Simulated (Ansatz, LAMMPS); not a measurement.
**Glassy 57SiO2-27Al2O3-16BaO (mol %) (149 atoms): a short ab initio trajectory**

Aim: follow glassy 57SiO2-27Al2O3-16BaO (mol %) (149 atoms) for a short time with forces from DFT, then look at structure and electrons in the last frame.

Method: Kohn-Sham DFT, PBE, PAW (set soft_2), plane waves, in Ansatz 0.2.0.

## Step 1: Starting point

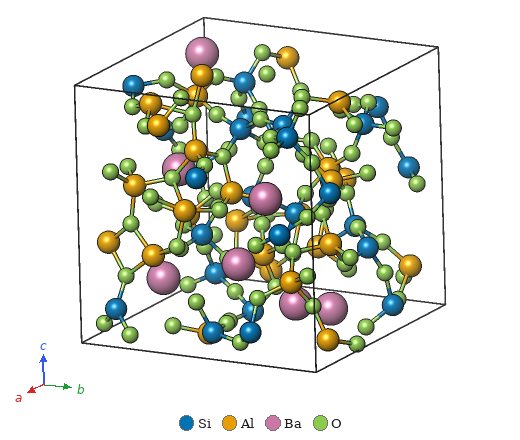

Start, viewed slightly off an axis; silicon blue, aluminium orange, barium pink, oxygen green. Bonds to atoms that aren't drawn are left out. Some periodic images of atoms are drawn too.

The cell holds 149 atoms: 25 Si, 24 Al, 7 Ba and 93 O. Cell: a = 12.287 Å, b = 12.287 Å, c = 12.287 Å, α = 90.0°, β = 90.0°, γ = 90.0°. 149 atoms (25 Si, 24 Al, 7 Ba, 93 O) placed at random at 3.4 g/cm³, melted at 4000 K for 10 ps at fixed volume with the Morse and Coulomb pair potential with partial charges (Pedone, Malavasi, Menziani, Cormack and Segre, J. Phys. Chem. B 110, 11780 (2006)). Quenched from 4000 K to 300 K at 25 K/ps and fixed volume, held 5 ps.

Before any run, some limits are plain. The quench rate of 25 K/ps is orders of magnitude faster than experiment, which tends to freeze in extra defects. The network of bonds at the start is that of the classical potential that made the cell. Sampling is at Γ alone, for a cell whose shortest periodic width is 12 Å. Spin–orbit coupling is left out, which matters for the levels of the heavy elements.

## Step 2: Dynamics started at 400 K

A Nosé–Hoover thermostat steers the temperature while disturbing the dynamics little. The time step is 1.0 fs.

Contents of input.yaml:

```yaml
crystal:
  lattice:
    - [12.2866, 0.0, 0.0]
    - [0.0, 12.2866, 0.0]
    - [0.0, 0.0, 12.2866]
  atoms:
    - { symbol: Si, position: [0.21333, 0.286, 0.8365] }
    - { symbol: Si, position: [0.81789, 0.80206, 0.84074] }
    - { symbol: Si, position: [0.35854, 0.01656, 0.66028] }
    - { symbol: Si, position: [0.41071, 0.9052, 0.31879] }
    [... 139 atom lines left out ...]
    - { symbol: O, position: [0.90289, 0.62468, 0.04838] }
    - { symbol: O, position: [0.42594, 0.01135, 0.39233] }
    - { symbol: O, position: [0.70687, 0.99471, 0.3684] }
    - { symbol: O, position: [0.55632, 0.94437, 0.83951] }
    - { symbol: O, position: [0.91759, 0.4496, 0.18888] }
    - { symbol: O, position: [0.00357, 0.82692, 0.0911] }
kpoints:
  mp_grid: { grid: [1, 1, 1] }
hamiltonian:
  xc: pbe
scf:
  occupations: { method: fermi_dirac, width: 0.05 }
output:
  forces: true
  stress: true
md:
  timestep: 1.0
  n_steps: 95
  ensemble: nvt_nose_hoover
  temperature: 400
  initial_velocities: maxwell_boltzmann
  seed: 4725
```

Launch:

```console
ansatz run input.yaml --threads 4 --pin off --max-ram 8192MiB --backend cpu --events-out ev --progress --plain --runs-dir out
```

Run time: 33 min. Hardware: 4 threads of Arm Neoverse V1, shared host; peak memory 3.2 GiB.

The program notes that the SCF threshold is loose for the stress and it switched symmetry off.

The trajectory, sampled:

| time (fs) | T (K) | potential (meV/atom) | conserved (meV/atom) |
| --- | --- | --- | --- |
| 0.0 | 400 | 0.0 | 0.00 |
| 6.0 | 532 | -17.1 | -0.12 |
| 13.0 | 603 | -26.4 | -0.09 |
| 19.0 | 563 | -21.8 | -0.08 |
| 25.0 | 509 | -15.6 | -0.08 |
| 32.0 | 449 | -8.6 | -0.04 |
| 38.0 | 501 | -16.1 | -0.10 |
| 44.0 | 512 | -18.3 | -0.08 |
| 51.0 | 526 | -21.3 | -0.09 |
| 57.0 | 527 | -22.6 | -0.10 |
| 63.0 | 511 | -21.7 | -0.08 |
| 70.0 | 523 | -24.5 | -0.10 |
| 76.0 | 521 | -25.4 | -0.10 |
| 82.0 | 507 | -24.6 | -0.09 |
| 89.0 | 485 | -22.9 | -0.10 |
| 95.0 | 477 | -22.6 | -0.09 |

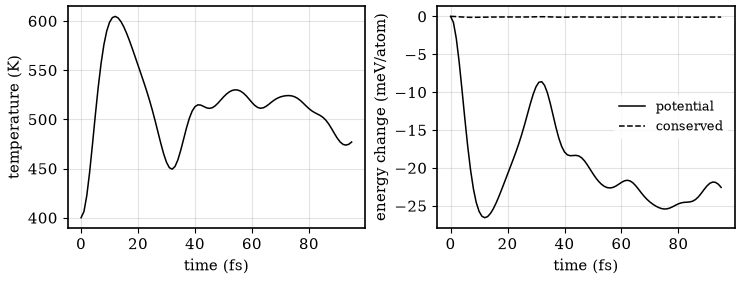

Temperature and energies against time.

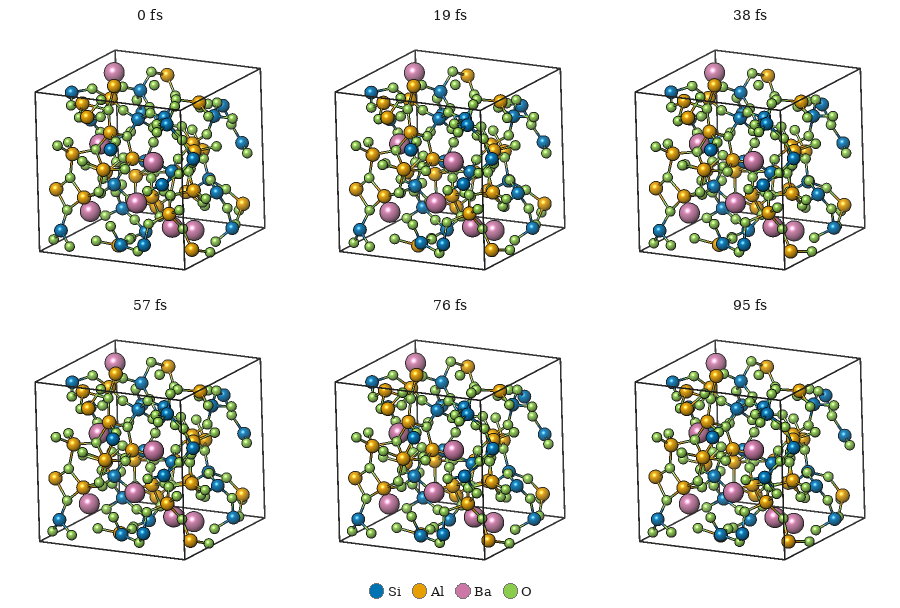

6 frames of the run. Bonds to atoms that aren't drawn are left out.

Mean square displacement from the first frame to the last: Si 0.040 Å², Al 0.045 Å², Ba 0.075 Å², O 0.069 Å².

Table of mean square displacement by time lag:

| time lag (fs) | Al (Å²) | Ba (Å²) | O (Å²) | Si (Å²) |
| --- | --- | --- | --- | --- |
| 1.0 | 4.8e-5 | 1.0e-5 | 7.8e-5 | 4.8e-5 |
| 4.0 | 7.7e-4 | 1.6e-4 | 0.00123 | 7.6e-4 |
| 8.0 | 0.00299 | 6.6e-4 | 0.00470 | 0.00286 |
| 14.0 | 0.00834 | 0.00202 | 0.0127 | 0.00749 |
| 18.0 | 0.0126 | 0.00334 | 0.0187 | 0.0108 |
| 22.0 | 0.0168 | 0.00499 | 0.0244 | 0.0137 |
| 26.0 | 0.0206 | 0.00695 | 0.0296 | 0.0163 |
| 30.0 | 0.0237 | 0.00922 | 0.0342 | 0.0185 |
| 34.0 | 0.0263 | 0.0118 | 0.0382 | 0.0207 |
| 40.0 | 0.0291 | 0.0161 | 0.0437 | 0.0239 |
| 44.0 | 0.0305 | 0.0194 | 0.0469 | 0.0260 |
| 48.0 | 0.0318 | 0.0229 | 0.0498 | 0.0279 |

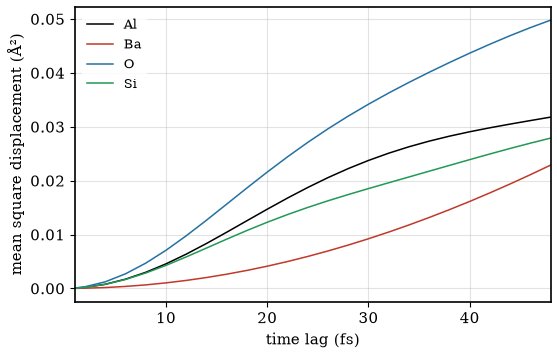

Mean square displacement against time lag.

Over the second half of 95 fs the temperature averages 511 K, falling from about 525 to 486 K (means over the first and last quarter of that half). The conserved energy stays within 0.12 meV/atom. From first frame to last Ba has the largest mean square displacement, 0.075 Å² at the end; the farthest move is 0.54 Å. The mean temperature of 511 K lies well off the 400 K of the input, so the thermostat hasn't yet brought the run to equilibrium. The count of bonds goes from 263 in the first frame to 262 in the last, by one set of cutoffs: 4 pairs passed out of them and 3 came within. The run spans 0.10 ps, too short for its means to be equilibrium values.

## Step 3: Structure statistics late in the run

The g(r) is a mean over the second half; what follows it is taken at the last frame.

Density 3.40 g/cm³, 12.45 Å³ an atom.

Mean of 13 frames. Pair distribution functions g(r), in bins of 0.2 Å:

| r (Å) | total | O-O | O-Si | O-Al | O-Ba | Si-Si | Si-Al |
| --- | --- | --- | --- | --- | --- | --- | --- |
| 1.50 | 0.59 | 0.00 | 2.84 | 0.00 | 0.00 | 0.00 | 0.00 |
| 1.70 | 3.09 | 0.00 | 8.96 | 6.06 | 0.00 | 0.00 | 0.00 |
| 1.90 | 0.78 | 0.00 | 0.09 | 3.80 | 0.00 | 0.00 | 0.00 |
| 2.10 | 0.06 | 0.00 | 0.02 | 0.27 | 0.00 | 0.00 | 0.00 |
| 2.30 | 0.05 | 0.06 | 0.00 | 0.12 | 0.14 | 0.00 | 0.00 |
| 2.50 | 0.80 | 1.68 | 0.07 | 0.26 | 1.21 | 0.00 | 0.01 |
| 2.70 | 1.48 | 3.22 | 0.06 | 0.15 | 2.11 | 0.45 | 0.40 |
| 2.90 | 1.27 | 2.13 | 0.19 | 0.39 | 2.10 | 0.91 | 2.33 |
| 3.10 | 1.11 | 1.18 | 0.42 | 0.71 | 1.41 | 2.59 | 3.55 |
| 3.30 | 0.98 | 0.74 | 0.90 | 0.97 | 1.04 | 1.22 | 1.99 |
| 3.50 | 0.87 | 0.53 | 1.21 | 0.96 | 0.79 | 0.06 | 0.83 |
| 3.70 | 0.94 | 0.62 | 1.34 | 1.15 | 0.94 | 0.27 | 0.69 |
| 3.90 | 1.02 | 0.55 | 1.66 | 1.35 | 1.01 | 0.88 | 0.26 |
| 4.10 | 1.06 | 0.52 | 1.52 | 1.74 | 0.93 | 1.57 | 0.32 |
| 4.30 | 1.17 | 0.79 | 1.58 | 1.46 | 0.98 | 1.09 | 1.52 |
| 4.50 | 1.04 | 1.00 | 1.03 | 1.20 | 0.76 | 1.24 | 1.17 |
| 4.70 | 0.90 | 1.18 | 0.68 | 0.67 | 1.06 | 1.14 | 0.65 |
| 4.90 | 0.97 | 1.31 | 0.53 | 0.64 | 1.68 | 1.24 | 0.73 |
| 5.10 | 1.00 | 1.39 | 0.67 | 0.66 | 1.29 | 1.18 | 0.90 |
| 5.30 | 1.05 | 1.38 | 0.80 | 0.64 | 1.05 | 0.93 | 1.27 |
| 5.50 | 1.01 | 1.09 | 0.92 | 0.91 | 0.89 | 1.34 | 1.17 |
| 5.70 | 0.95 | 0.88 | 1.09 | 0.98 | 0.91 | 1.23 | 0.83 |
| 5.90 | 0.93 | 0.79 | 1.06 | 1.11 | 1.05 | 0.82 | 0.79 |

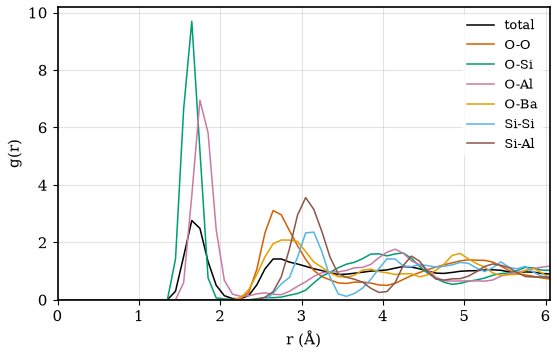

Pair distribution functions, lightly smoothed.

Bonds by pair of elements; cutoffs follow the first minimum of g(r), held within bounds set by covalent radii, and pairs that aren't listed don't count as bonded:

| pair A-B | cutoff (Å) | bonds | mean length (Å) | spread (Å) | shortest (Å) | B about A | A about B |
| --- | --- | --- | --- | --- | --- | --- | --- |
| O-Si | 2.16 | 101 | 1.65 | 0.058 | 1.51 | 1.09 | 4.04 |
| O-Al | 2.27 | 99 | 1.81 | 0.089 | 1.63 | 1.06 | 4.12 |
| O-Ba | 3.48 | 62 | 2.94 | 0.293 | 2.40 | 0.667 | 8.86 |

How many atoms have how many bonded neighbours:

| element | mean | 2 | 3 | 4 | 5 | 7 | 8 | 9 | 10 | 12 |
| --- | --- | --- | --- | --- | --- | --- | --- | --- | --- | --- |
| Al | 4.12 | 0 | 0 | 21 | 3 | 0 | 0 | 0 | 0 | 0 |
| Ba | 8.86 | 0 | 0 | 0 | 0 | 1 | 3 | 1 | 1 | 1 |
| O | 2.82 | 32 | 47 | 13 | 1 | 0 | 0 | 0 | 0 | 0 |
| Si | 4.04 | 0 | 0 | 24 | 1 | 0 | 0 | 0 | 0 | 0 |

Bond angles, per cent of each kind in bins of 5°:

| angle (°) | O-Al-O | O-Si-O | Al-O-Ba | Al-O-Si |
| --- | --- | --- | --- | --- |
| 70–75 | 0.0 | 0.0 | 1.5 | 0.0 |
| 75–80 | 0.0 | 0.0 | 0.0 | 0.0 |
| 80–85 | 5.8 | 1.3 | 1.5 | 0.0 |
| 85–90 | 4.5 | 0.6 | 11.8 | 1.5 |
| 90–95 | 7.0 | 1.3 | 22.1 | 0.0 |
| 95–100 | 15.4 | 8.4 | 14.7 | 0.0 |
| 100–105 | 12.2 | 17.5 | 13.2 | 1.5 |
| 105–110 | 12.8 | 28.6 | 7.3 | 3.0 |
| 110–115 | 15.4 | 20.8 | 7.3 | 3.0 |
| 115–120 | 9.6 | 14.3 | 4.4 | 21.2 |
| 120–125 | 8.3 | 3.2 | 4.4 | 13.6 |
| 125–130 | 0.6 | 1.9 | 2.9 | 16.7 |
| 130–135 | 1.3 | 0.6 | 1.5 | 9.1 |
| 135–140 | 2.6 | 0.6 | 0.0 | 6.1 |
| 140–145 | 1.3 | 0.0 | 1.5 | 3.0 |
| 145–150 | 0.6 | 0.0 | 4.4 | 4.5 |
| 150–155 | 0.0 | 0.0 | 1.5 | 4.5 |
| 155–160 | 0.0 | 0.0 | 0.0 | 9.1 |
| 160–165 | 0.6 | 0.0 | 0.0 | 1.5 |
| 165–170 | 0.6 | 0.6 | 0.0 | 1.5 |
| 170–175 | 0.6 | 0.0 | 0.0 | 0.0 |
| 175–180 | 0.6 | 0.0 | 0.0 | 0.0 |

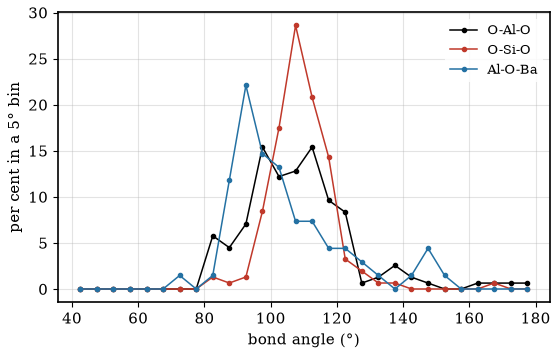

Distributions of the most common bond angles.

Bond angles (no mean is given where the spread exceeds 20°):

| angle | count | mean (°) | spread (°) |
| --- | --- | --- | --- |
| O-Al-O | 156 | 108 | 16.7 |
| O-Si-O | 154 | 109 | 9.3 |
| Al-O-Ba | 68 | 104 | 16.6 |
| Al-O-Si | 66 | 130 | 15.8 |

Oxygen atoms by the number of network formers (Si, P, Ge, B, Al, As, Ga) bound to them:

| network formers bound to O | O atoms | per cent |
| --- | --- | --- |
| 0 | 0 | 0 |
| 1 | 1 | 1.1 |
| 2 | 77 | 82.8 |
| 3 | 15 | 16.1 |

Network units: each former by its oxygen neighbours and how many of them bridge to another former:

| former | O neighbours | bridging O | atoms |
| --- | --- | --- | --- |
| Si | 4 | 3 | 1 |
| Si | 4 | 4 | 23 |
| Si | 5 | 5 | 1 |
| Al | 4 | 4 | 21 |
| Al | 5 | 5 | 3 |

Bond length by coordination (bonds to H left out):

| element | coordination | atoms | mean bond length (Å) |
| --- | --- | --- | --- |
| Al | 4 | 21 | 1.79 |
| Al | 5 | 3 | 1.92 |
| Ba | 7 | 1 | 2.88 |
| Ba | 8 | 3 | 2.96 |
| Ba | 9 | 1 | 2.92 |
| Ba | 10 | 1 | 2.91 |
| Ba | 12 | 1 | 3.00 |
| O | 2 | 32 | 1.68 |
| O | 3 | 47 | 2.04 |
| O | 4 | 13 | 2.30 |
| O | 5 | 1 | 2.54 |
| Si | 4 | 24 | 1.64 |
| Si | 5 | 1 | 1.76 |

Rings of the network by King's shortest-path rule, up to 12 atoms, one path for each pair of neighbours; H, halogens, alkali and alkaline-earth atoms are left out, and the last column divides by all other atoms, bonded or not:

| ring size (atoms) | rings | per network atom |
| --- | --- | --- |
| 4 | 4 | 0.028 |
| 6 | 8 | 0.056 |
| 8 | 29 | 0.204 |
| 10 | 40 | 0.282 |
| 12 | 33 | 0.232 |

For some of the pairs, g(r) has its first main peak near 2.7 Å (O-O), 1.6 Å (O-Si), 1.8 Å (O-Al), 2.8 Å (O-Ba), 3.1 Å (Si-Si) and 3.1 Å (Si-Al). Counting bonds as in the table, 88 % of Al atoms have 4, 43 % of Ba atoms have 8, 51 % of O atoms have 3 and 96 % of Si atoms have 4 bonded neighbours. The O-Al-O angle averages 108° with a spread of 17°. 83 % of the oxygens bridge two formers (Si and Al) and 1 % are non-bridging; 16 % join three. The commonest Si unit has 4 oxygens, 4 of them shared with other formers (23 of 25 atoms). Rings of 10 atoms are the most common (35 % of those counted); sizes run from 4 to 12, where the search stops.

[end of part 1 of 2]

[Logs are printed without paths, hosts, clocks, repeated set-up lines and the standing remarks that a program may print on its own settings, such as how far it seeks lower states.]

[Hosts, paths, dates, database ids (printed as entryN), source tags and the programs' standing remarks are cut or masked in the printed files.]
